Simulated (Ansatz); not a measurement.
Run report: W, geometry relaxation

System: W (Im-3m, 1 atom in the cell).
Method: DFT PBE, scalar-relativistic, plane waves, PAW, no spin polarisation (Ansatz 0.2.0).

Figures and captions count atoms from 1; the log counts them from 0 in places.

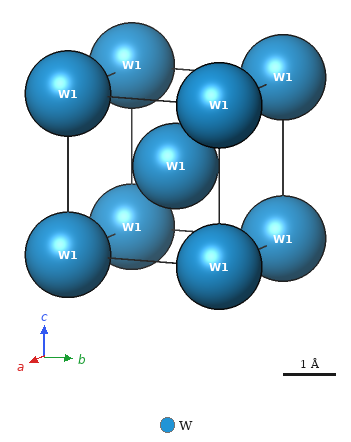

Fig. 1: The structure as given in the input (spheres-only view of the cell 2 times as large as that of the calculation, set on its symmetry axes, seen slightly off an axis; atoms are numbered from 1 in the order of the input).

Results in brief

| quantity | value |
| --- | --- |
| outcome | converged |
| space group (tolerance 0.01 Å) | Im-3m (229) |
| electrons treated | 14 |
| free energy | −10384.8197 eV |
| Fermi energy | 22.176 eV |
| gap on the k-point mesh | none (metallic) |
| pressure | 0.01 GPa |
| final volume | 16.13 Å³ |
| largest force (length of the vector) at the end | under 0.001 eV/Å |
| final cell | a = 2.757 Å, b = 2.757 Å, c = 2.757 Å, α = 109.47°, β = 109.47°, γ = 109.47° |
| hardware | 2 threads of Arm Neoverse V1, 24 GiB of memory available, shared host |
| wall time | 7.5 s (CPU time 13 s) |
| peak memory | 0.32 GiB |

Remarks

Spin–orbit coupling is left out, which matters for W.

The input
```yaml
crystal:
  lattice:
    - [-1.5799983977, 1.5799983977, 1.5799983977]
    - [1.5799983977, -1.5799983977, 1.5799983977]
    - [1.5799983977, 1.5799983977, -1.5799983977]
  atoms:
    - { symbol: W, position: [0.0, 0.0, 0.0] }
basis:
  ecutwfc: 420
kpoints:
  mp_grid: { grid: [18, 18, 18] }
hamiltonian:
  xc: pbe
scf:
  occupations: { method: gaussian, width: 0.1 }
output:
  forces: true
  stress: true
  eigenvalues: true
  write_density: true
  write_potential: true
  elf: true
  volumetric_format: npy
relax:
  adjacent_minimum: "off"
  f_tol: 0.005
  max_steps: 80
  cell: { stress_tol: 0.05 }
```

Launch command:
```bash
ansatz run input.yaml --threads 2 --pin off --max-ram 5632MiB --backend cpu --events-out ev --progress --plain --runs-dir out
```

Log
```
Engine: ansatz 0.2.0, aarch64-unknown-linux-gnu
Pseudopotentials: kind: paw
Pseudopotential: W, paw, valence charge 14, recommended cutoff 420 eV (normal), W.paw.azcp
Functional definition: PBE
  parameter kappa = 0.804
  parameter beta = 0.06672455060314922
  exchange = pbe_x(kappa = kappa, mu = beta*pi^2/3)
  correlation = pbe_c(beta = beta)
Crystal: 1 atoms, lattice volume = 15.777 Å³
Basis set: ecut = 420 eV, 321 PW (Γ), exchange–correlation on 40×40×40 points (8 copies of the dense FFT grid, shifted against one another)
Bands: 11, of which v1, the nominal top of the filled ones, is band 7 counted from 1 (6 counted from 0)
Symmetry: 48 space group operations
Space group: Im-3m (ITA 229), of the structure as read, at distance tolerance 2.5e-5 Å
k-points: 195 of 5832
Non-local potential: W, projectors of the file, l = 0: 3, l = 1: 2, l = 2: 2, l = 3: 1
PAW form: soft (Blöchl's): semilocal exchange-correlation on the pseudo side does not see the compensation charge
PAW one-centre angular grid: W, 590 points (default); XC on 64 Gauss nodes
Initial density: superposition of atomic densities (neutral atoms: chi_scale 0, normalization atom), corrected by the library's trained network
Initial wavefunctions: pseudopotential atomic-orbital guess
Functional: x = pbe(κ = 0.804, μ = 0.2195149727645171), c = pbe(β = 0.06672455060314922)
SCF iter   1: F=—  HF=-10384.812146 eV  |F-HF|=—  |Δ(HF+E_count)|=         —  Δρ=1.64e-3  dr2=1.48e-4  ethr=1.77e-3  ⟨swp⟩=5.0  Hψ=11293  notcnv=0
preconditioner: auto → none  [metal: Δε(μ)=0.018 eV  Ē_g=9.104 eV  σ=0.100 eV  W_gap=0.10  n_scr=0 (ndim 8)  ℏωp=22.9 eV  f_vac=0.000  D(μ)=0.69/eV (n_scr^D=0)]
SCF iter   2: F=—  HF=-10384.811920 eV  |F-HF|=—  |Δ(HF+E_count)|=   2.26e-4  Δρ=8.14e-4  dr2=2.85e-5  ethr=1.06e-6  ⟨swp⟩=2.5  Hψ=4958  notcnv=0
SCF iter   3: F=—  HF=-10384.811950 eV  |F-HF|=—  |Δ(HF+E_count)|=   2.94e-5  Δρ=1.37e-4  dr2=2.04e-6  ethr=2.04e-7  ⟨swp⟩=2.0  Hψ=3299  notcnv=0
SCF iter   4: F=—  HF=-10384.811950 eV  |F-HF|=—  |Δ(HF+E_count)|=   1.45e-7  Δρ=1.16e-4  dr2=1.61e-6  ethr=1.46e-8  ⟨swp⟩=2.0  Hψ=3506  notcnv=0
SCF iter   5: F=—  HF=-10384.811949 eV  |F-HF|=—  |Δ(HF+E_count)|=   5.74e-7  Δρ=5.61e-5  dr2=3.77e-7  ethr=1.15e-8  ⟨swp⟩=2.0  Hψ=3159  notcnv=0
SCF iter   6: F=-10384.811949 eV  HF=-10384.811949 eV  |F-HF|=1.88e-8  |Δ(HF+E_count)|=   1.63e-7  Δρ=1.38e-5  dr2=2.29e-8  ethr=7.14e-10  ⟨swp⟩=9.1  Hψ=13869  notcnv=0
SCF 1 converged in 6 iterations: F = -10384.811949 eV  dr2 = 2.29e-8
  greatest PAW one-centre occupation: 1.000 electrons in one spin orbital (limit 2), on the W atom at site 0 (counted from 0), in its partial waves of l = 0
relax step   1: F+E_penalty+E_count = -10384.81194922 eV  Δ(F+E_penalty+E_count) = +0.000e0 eV  max|allowed force component| = 0.000e0 eV/Å  Δτ_max = 0.0000 Å  P = +7.141 GPa  Ω = 15.777 Å³  (6 SCF iters, dr2 threshold 1.00e-7 eV, accepted)
Crystal: 1 atoms, lattice volume = 17.117 Å³
Initial density: handed on by an earlier stage of this run
Initial wavefunctions: those handed on with the density
iter 1 solved again at ethr=2.60e-6 eV; its pass at ethr=3.10e-3 eV (dr2=3.63e-4 eV) is discarded
SCF iter   1: F=—  HF=-10384.767423 eV  |F-HF|=—  |Δ(HF+E_count)|=         —  Δρ=2.82e-3  dr2=3.48e-4  ethr=2.60e-6  ⟨swp⟩=1.8  Hψ=16097  notcnv=0
preconditioner: auto → none  [metal: Δε(μ)=0.025 eV  Ē_g=8.351 eV  σ=0.100 eV  W_gap=0.14  n_scr=0 (ndim 8)  ℏωp=22.0 eV  f_vac=0.000  D(μ)=0.82/eV (n_scr^D=12)]
SCF iter   2: F=—  HF=-10384.767662 eV  |F-HF|=—  |Δ(HF+E_count)|=   2.38e-4  Δρ=1.43e-3  dr2=8.82e-5  ethr=2.48e-6  ⟨swp⟩=1.1  Hψ=2255  notcnv=0
SCF iter   3: F=—  HF=-10384.767754 eV  |F-HF|=—  |Δ(HF+E_count)|=   9.26e-5  Δρ=1.62e-4  dr2=3.40e-6  ethr=6.30e-7  ⟨swp⟩=2.1  Hψ=3386  notcnv=0
SCF iter   4: F=-10384.767753 eV  HF=-10384.767753 eV  |F-HF|=7.64e-9  |Δ(HF+E_count)|=   1.08e-6  Δρ=2.26e-5  dr2=3.17e-8  ethr=7.14e-10  ⟨swp⟩=6.6  Hψ=12674  notcnv=0
SCF 2 converged in 4 iterations: F = -10384.767753 eV  dr2 = 3.17e-8
relax step   2: F+E_penalty+E_count = -10384.76775327 eV  Δ(F+E_penalty+E_count) = +4.420e-2 eV  max|allowed force component| = 0.000e0 eV/Å  Δτ_max = 0.0000 Å  P = -15.839 GPa  Ω = 17.117 Å³  energy of the carried Pulay correction = -6.216e-4 eV  (4 SCF iters, dr2 threshold 1.00e-7 eV, rejected (line search))
Crystal: 1 atoms, lattice volume = 16.171 Å³
iter 1 solved again at ethr=9.98e-7 eV; its pass at ethr=3.10e-3 eV (dr2=1.40e-4 eV) is discarded
SCF iter   1: F=—  HF=-10384.819313 eV  |F-HF|=—  |Δ(HF+E_count)|=         —  Δρ=1.94e-3  dr2=1.50e-4  ethr=9.98e-7  ⟨swp⟩=2.1  Hψ=16151  notcnv=0
preconditioner: auto → none  [metal: Δε(μ)=0.018 eV  Ē_g=8.873 eV  σ=0.100 eV  W_gap=0.10  n_scr=0 (ndim 8)  ℏωp=22.6 eV  f_vac=0.000  D(μ)=0.71/eV (n_scr^D=12)]
SCF iter   2: F=—  HF=-10384.819414 eV  |F-HF|=—  |Δ(HF+E_count)|=   1.01e-4  Δρ=9.85e-4  dr2=3.79e-5  ethr=9.98e-7  ⟨swp⟩=1.0  Hψ=2177  notcnv=0
SCF iter   3: F=—  HF=-10384.819454 eV  |F-HF|=—  |Δ(HF+E_count)|=   3.96e-5  Δρ=9.17e-5  dr2=9.37e-7  ethr=2.71e-7  ⟨swp⟩=2.2  Hψ=2814  notcnv=0
SCF iter   4: F=—  HF=-10384.819454 eV  |F-HF|=—  |Δ(HF+E_count)|=   5.85e-7  Δρ=1.42e-5  dr2=1.04e-8  ethr=6.70e-9  ⟨swp⟩=2.0  Hψ=3201  notcnv=0
SCF iter   5: F=—  HF=-10384.819454 eV  |F-HF|=—  |Δ(HF+E_count)|=   1.55e-9  Δρ=1.14e-6  dr2=1.99e-10  ethr=7.46e-11  ⟨swp⟩=2.3  Hψ=3114  notcnv=0
SCF iter   6: F=-10384.819454 eV  HF=-10384.819454 eV  |F-HF|=3.64e-12  |Δ(HF+E_count)|=  6.73e-11  Δρ=7.19e-8  dr2=6.52e-13  ethr=1.00e-12  ⟨swp⟩=6.0  Hψ=8637  notcnv=0
SCF 3 converged in 6 iterations: F = -10384.819454 eV  dr2 = 6.52e-13
relax step   3: F+E_penalty+E_count = -10384.81945420 eV  Δ(F+E_penalty+E_count) = -7.505e-3 eV  max|allowed force component| = 0.000e0 eV/Å  Δτ_max = 0.0000 Å  P = -0.706 GPa  Ω = 16.171 Å³  energy of the carried Pulay correction = -1.879e-4 eV  (6 SCF iters, accepted)
Crystal: 1 atoms, lattice volume = 16.133 Å³
iter 1 solved again at ethr=6.53e-9 eV; its pass at ethr=3.10e-3 eV (dr2=9.14e-7 eV) is discarded
SCF iter   1: F=—  HF=-10384.819556 eV  |F-HF|=—  |Δ(HF+E_count)|=         —  Δρ=8.33e-5  dr2=2.77e-7  ethr=6.53e-9  ⟨swp⟩=2.2  Hψ=14130  notcnv=0
preconditioner: auto → none  [metal: Δε(μ)=0.019 eV  Ē_g=8.896 eV  σ=0.100 eV  W_gap=0.11  n_scr=0 (ndim 8)  ℏωp=22.6 eV  f_vac=0.000  D(μ)=0.71/eV (n_scr^D=12)]
SCF iter   2: F=-10384.819555 eV  HF=-10384.819555 eV  |F-HF|=7.42e-8  |Δ(HF+E_count)|=   1.19e-6  Δρ=4.21e-5  dr2=6.88e-8  ethr=7.14e-10  ⟨swp⟩=6.5  Hψ=11342  notcnv=0
SCF 4 converged in 2 iterations: F = -10384.819555 eV  dr2 = 6.88e-8
relax step   4: F+E_penalty+E_count = -10384.81955502 eV  Δ(F+E_penalty+E_count) = -1.008e-4 eV  max|allowed force component| = 0.000e0 eV/Å  Δτ_max = 0.0000 Å  P = +0.009 GPa  Ω = 16.133 Å³  energy of the carried Pulay correction = -1.699e-4 eV  (2 SCF iters, dr2 threshold 1.00e-7 eV, accepted)
Initial wavefunctions: pseudopotential atomic-orbital guess (no wavefunctions were taken with the density)
iter 1 solved again at ethr=4.59e-8 eV; its pass at ethr=3.10e-3 eV (dr2=6.42e-6 eV) is discarded
SCF iter   1: F=—  HF=-10384.819724 eV  |F-HF|=—  |Δ(HF+E_count)|=         —  Δρ=9.23e-5  dr2=2.04e-7  ethr=4.59e-8  ⟨swp⟩=3.0  Hψ=17349  notcnv=0
SCF iter   2: F=—  HF=-10384.819721 eV  |F-HF|=—  |Δ(HF+E_count)|=   2.41e-6  Δρ=4.71e-5  dr2=5.36e-8  ethr=1.46e-9  ⟨swp⟩=1.1  Hψ=2185  notcnv=0
SCF iter   3: F=—  HF=-10384.819721 eV  |F-HF|=—  |Δ(HF+E_count)|=   3.96e-8  Δρ=1.40e-6  dr2=2.51e-10  ethr=3.83e-10  ⟨swp⟩=2.0  Hψ=2944  notcnv=0
SCF iter   4: F=-10384.819721 eV  HF=-10384.819721 eV  |F-HF|=3.64e-12  |Δ(HF+E_count)|=  1.26e-10  Δρ=4.07e-7  dr2=9.40e-12  ethr=1.00e-12  ⟨swp⟩=6.6  Hψ=9432  notcnv=0
SCF 5 converged in 4 iterations: F = -10384.819721 eV  dr2 = 9.40e-12
relax step   5: F+E_penalty+E_count = -10384.81972142 eV  Δ(F+E_penalty+E_count) = -1.664e-4 eV  max|allowed force component| = 0.000e0 eV/Å  Δτ_max = 0.0000 Å  P = +0.006 GPa  Ω = 16.133 Å³  stress off target by 6.39e-3 GPa  SCF on the basis re-selected at this cell (its energy is not comparable with the rows above)  (4 SCF iters)
```

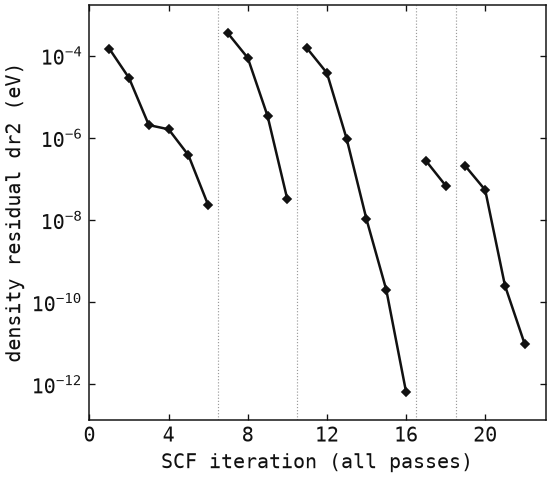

Fig. 2: Convergence of the self-consistent field: density residual dr2 against the SCF iteration. The dotted lines part the SCF passes of the relaxation: geometry steps, rejected trials and re-solves on a re-selected basis. The 5 passes take 2 to 6 iterations each, 22 in all.

```
basis re-selected at this cell: Δ(F+E_penalty+E_count) = -1.664e-4 eV, ΔP = -0.003 GPa vs the last step (what re-selecting the basis moved, of the pressure what is left beyond the Pulay correction that the steps carried, after the strain that the cell walked since its last selection, with what the two solves' SCF thresholds leave and, on support functions, any second-order correction that the steps lacked; it is no measure of the basis error at this ecutwfc). This SCF's stress stands 6.39e-3 GPa from its target on what of the cell is left free (relax.cell.stress_tol is 5.00e-2 GPa) and its largest allowed force component is 0.00e0 eV/Å (relax.f_tol is 5.00e-3 eV/Å): within both
SCF converged after 4 iterations
Free energy (F): -10384.819721 eV
Harris-Foulkes:  -10384.819721 eV  (|F-HF|=3.64e-12)
Internal energy: -10384.816174 eV  (E = F + TS)
E sigma→0 (E₀):  -10384.817948 eV
Entropy (-TS):   -0.003548 eV (-3.548 meV/atom)
Fermi energy:    22.176149 eV
--- Per-component energies (eV) ---
  E_band       = -87.382495
  E_kinetic    = 449.519178
  E_local      = -610.810364  (includes V_loc(G=0)·N_el)
  E_nonlocal   = 0.289028
  E_hartree    = 218.567555
  E_xc         = -266.832649
  E_vxc        = -238.647119  (∫ρ·V_xc dr)
  E_paw        = -8562.393054  (= ΣΔE_a)
  E_vpaw       = -124.868213  (= ΣTr[D̂ρ^β])
  E_aug_tail   = -0.000063  (compensation charges beyond the density's cutoff)
  E_ewald      = -1613.155805
  E_smearing   = -0.003548  (= −TS)
  E_closure    = -0.000000  (closes the sum)
  Σ components = -10384.819721   (vs F -10384.819721, Δ=0.00e0)
--- Forces (eV/Å), atoms counted from 1 ---
  atom   1  W     -0.00000000    -0.00000000     0.00000000
  max |Σ_I F_I| component: 2.31e-32 eV/Å
--- Stress (GPa, compression-positive) ---
        0.006389       0.000000       0.000000
       -0.000000       0.006389      -0.000000
       -0.000000      -0.000000       0.006389
  P = ⅓ Tr σ = 0.0064 GPa (0.064 kbar)
--- Band table (eV; the first three rows and the last of 195) ---
  k-point 0: bands = ["-51.9469", "-15.5729", "-15.5729", "-15.5729", "12.6443", "20.9700", "20.9700", "20.9700", "24.3888", "24.3888", "36.6469"]
  k-point 1: bands = ["-51.9432", "-15.6126", "-15.5853", "-15.5730", "12.7911", "20.8812", "20.9509", "21.1117", "24.2459", "24.3903", "36.7710"]
  k-point 2: bands = ["-51.9324", "-15.7257", "-15.6209", "-15.5735", "13.2157", "20.6355", "20.8670", "21.5320", "23.9386", "24.4017", "37.0810"]
  k-point 194: bands = ["-51.7288", "-16.4287", "-16.4287", "-16.4287", "16.4790", "16.4790", "27.2137", "27.2137", "27.2137", "30.2826", "30.2826"]
--- Relaxed structure (4 steps of the walk, 3 accepted, 1 SCFs on fresh bases) ---
  F+E_penalty+E_count = -10384.81972142 eV   max|allowed force component| = 0.000e0 eV/Å   (the final SCF, on the basis selected at the relaxed cell)
  cell:  # Å, volume = 16.1326 Å³
    - [-1.5917742688509704, 1.5917742688509704, 1.5917742688509704]
    - [1.5917742688509704, -1.5917742688509704, 1.5917742688509704]
    - [1.5917742688509704, 1.5917742688509704, -1.5917742688509704]
  atoms:
    - { symbol: W, position: [0.0, 0.0, 0.0] }
```

Trajectory as extended XYZ (Å, eV, eV/Å), 5 frames, from step=1 to step=5
```
1
Lattice="-1.5800 1.5800 1.5800 1.5800 -1.5800 1.5800 1.5800 1.5800 -1.5800" Properties=species:S:1:pos:R:3:forces:R:3 step=1 energy=-10384.81195 pressure_GPa=7.14
W     0.0000    0.0000    0.0000    0.0000   0.0000   0.0000
1
Lattice="-1.6235 1.6235 1.6235 1.6235 -1.6235 1.6235 1.6235 1.6235 -1.6235" Properties=species:S:1:pos:R:3:forces:R:3 step=2 energy=-10384.76775 pressure_GPa=-15.84 accepted=F
W     0.0000    0.0000    0.0000    0.0000   0.0000   0.0000
1
Lattice="-1.5930 1.5930 1.5930 1.5930 -1.5930 1.5930 1.5930 1.5930 -1.5930" Properties=species:S:1:pos:R:3:forces:R:3 step=3 energy=-10384.81945 pressure_GPa=-0.71
W     0.0000    0.0000    0.0000    0.0000   0.0000   0.0000
1
Lattice="-1.5918 1.5918 1.5918 1.5918 -1.5918 1.5918 1.5918 1.5918 -1.5918" Properties=species:S:1:pos:R:3:forces:R:3 step=4 energy=-10384.81956 pressure_GPa=0.01
W     0.0000    0.0000    0.0000    0.0000   0.0000   0.0000
1
Lattice="-1.5918 1.5918 1.5918 1.5918 -1.5918 1.5918 1.5918 1.5918 -1.5918" Properties=species:S:1:pos:R:3:forces:R:3 step=5 energy=-10384.81972 pressure_GPa=0.01
W     0.0000    0.0000    0.0000    0.0000   0.0000   0.0000
```

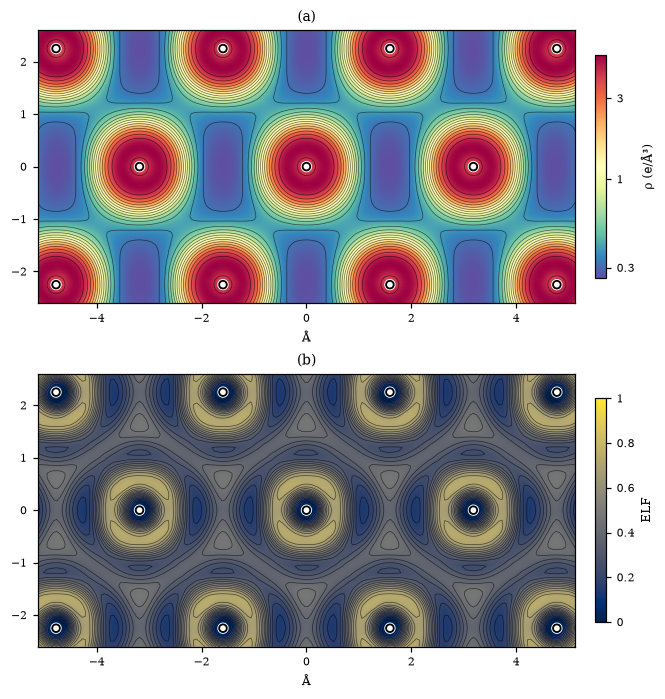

Fig. 3: (a) valence charge density (pseudo); (b) ELF on the (11̄0) plane of the conventional cell. Circles mark the nuclei in the plane (W). Atoms in the plane: W. W–W (2.76 Å): the density is about 0.41 e/Å³ at the midpoint; the ELF is about 0.40 at the midpoint, which marks nearly free electrons, as in a simple metal. Away from the nuclei the density in this plane falls to 0.26 e/Å³ at its lowest. The strong features right at W lie inside the PAW spheres (semicore, d or f shells) and say nothing about bonding. The fields are those of the smooth PAW valence density.

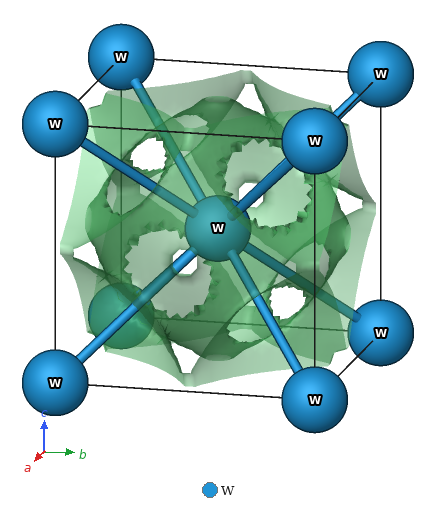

Fig. 4: Isosurface of the electron localisation function at 0.4 (green), seen slightly off an axis. Only the valence region is drawn (cores and ρ < 0.01 e/Å³ removed). Sticks mark near contacts. The outline is the cell set on symmetry axes. Along the contacts the grid gives the following. W–W (2.76 Å): the ELF is about 0.40 at the midpoint, which marks nearly free electrons, as in a simple metal.
